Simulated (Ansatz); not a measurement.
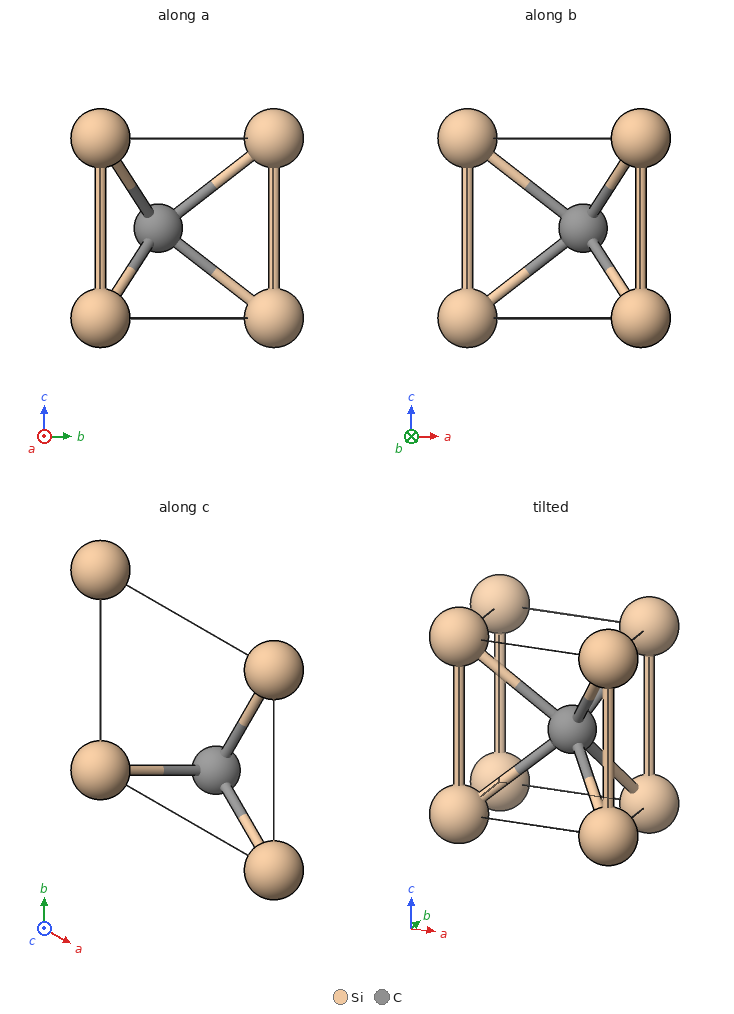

View along the a axis, along the b axis, along the c axis and slightly off an axis, drawn as a ball-and-stick model. The wireframe shows the conventional unit cell.

Lattice parameters: a = 2.8632 Å, b = 2.8632 Å, c = 2.5713 Å, α = 90.000°, β = 90.000°, γ = 120.000°.

> Put the structure into a CIF in P1 with every atom of the cell.

```cif
data_structure
_symmetry_space_group_name_H-M 'P 1'
_symmetry_Int_Tables_number 1
_cell_length_a 2.8632
_cell_length_b 2.8632
_cell_length_c 2.5713
_cell_angle_alpha 90.000
_cell_angle_beta 90.000
_cell_angle_gamma 120.000
_cell_volume 18.26
loop_
_atom_site_label
_atom_site_type_symbol
_atom_site_fract_x
_atom_site_fract_y
_atom_site_fract_z
_atom_site_occupancy
Si1 Si 0.0000 0.0000 0.0000 1
C1 C 0.6667 0.3333 0.5000 1
```

Provenance: a structure type filled with these elements by a generator (whether the compound takes this form wasn't checked). This is the structure after a relaxation with Ansatz 0.2.0, DFT PBE, scalar-relativistic, plane waves, PAW.
